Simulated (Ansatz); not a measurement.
System: W.

Input

```
crystal:
  lattice:
    - [-1.61726625, 1.57733375, 1.5973]
    - [1.61726625, -1.57733375, 1.5973]
    - [1.61726625, 1.57733375, -1.5973]
  atoms:
    - { symbol: W, position: [0.0, 0.0, 0.0] }
basis:
  ecutwfc: 500
kpoints:
  mp_grid: { grid: [20, 20, 20] }
hamiltonian:
  xc: r2scan
scf:
  occupations: { method: gaussian, width: 0.15 }
output:
  forces: true
  stress: true
  eigenvalues: true
  write_density: true
  write_potential: true
  elf: true
  volumetric_format: npy
```

Command:

```sh
ansatz run input.yaml --threads 1 --pin off --max-ram 2560MiB --backend cpu --events-out ev --progress --plain --runs-dir out
```

Below, planes, directions and counts refer to the conventional cell (a = 3.15 Å, b = 3.19 Å, c = 3.23 Å, α = 90.00°, β = 90.00°, γ = 90.00°).

Space group Immm; changed on purpose from its base cell (strain +0.0125 x Voigt [1, -1, 0, 0, 0, 0], atoms carried along); computed pressure about −7 GPa in this cell.

All numbers below come from DFT r2SCAN, scalar-relativistic, plane waves, PAW in Ansatz.

**Predict the valence pseudo-density and electron localisation function between the atoms.**

W–W (2.77 Å): the density is about 0.4 e/Å³ at the midpoint; the ELF is about 0.40 at the midpoint.

**Does the calculation make it a metal, or give it a gap?**

It is gapless in this calculation (a metal or semimetal).

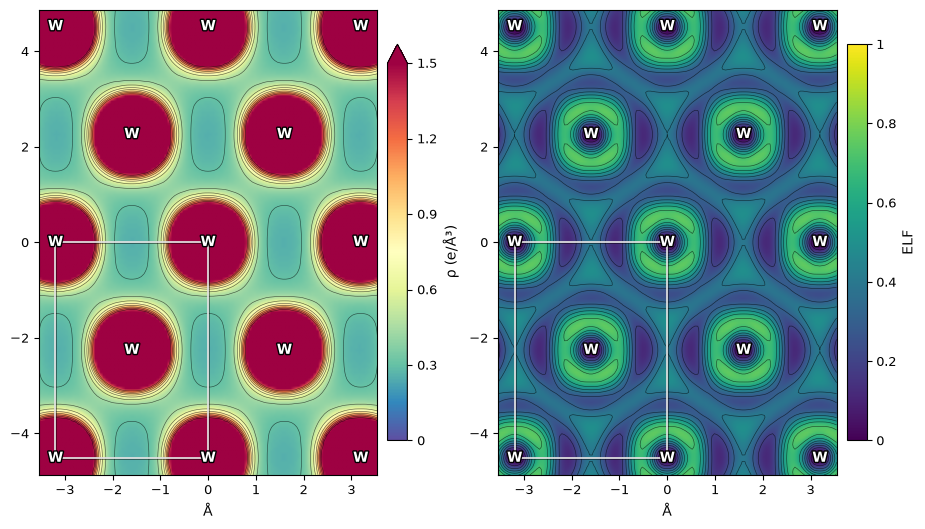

Computed valence pseudo-density and electron localisation function on the (101) plane of the conventional cell, in this order. 

The density is the valence pseudo-density of a PAW calculation; it isn't the true density close to the nuclei.
